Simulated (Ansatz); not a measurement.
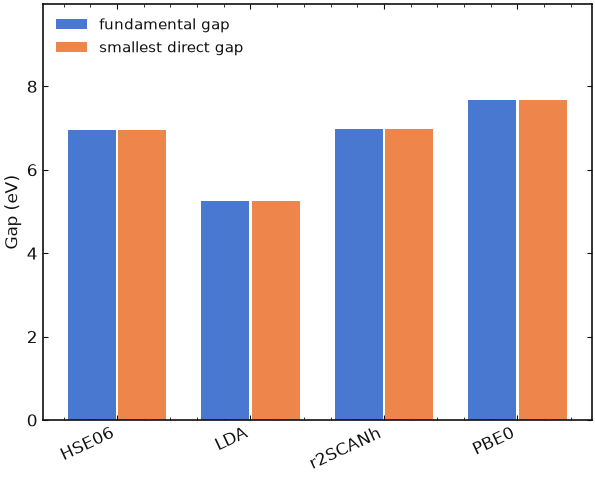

Gaps of LiCl, space group P6_3/mmc, 4 atoms in the cell, h-MgO (five-fold) type, at several levels of theory on one cell (Ansatz, plane waves and PAW; edges over the mesh and the special points).

How does the gap depend on the level, and does its kind change?

In rising order: LDA 5.24 eV, HSE06 6.95 eV, r2SCANh 6.98 eV and PBE0 7.67 eV. It is direct at every level.
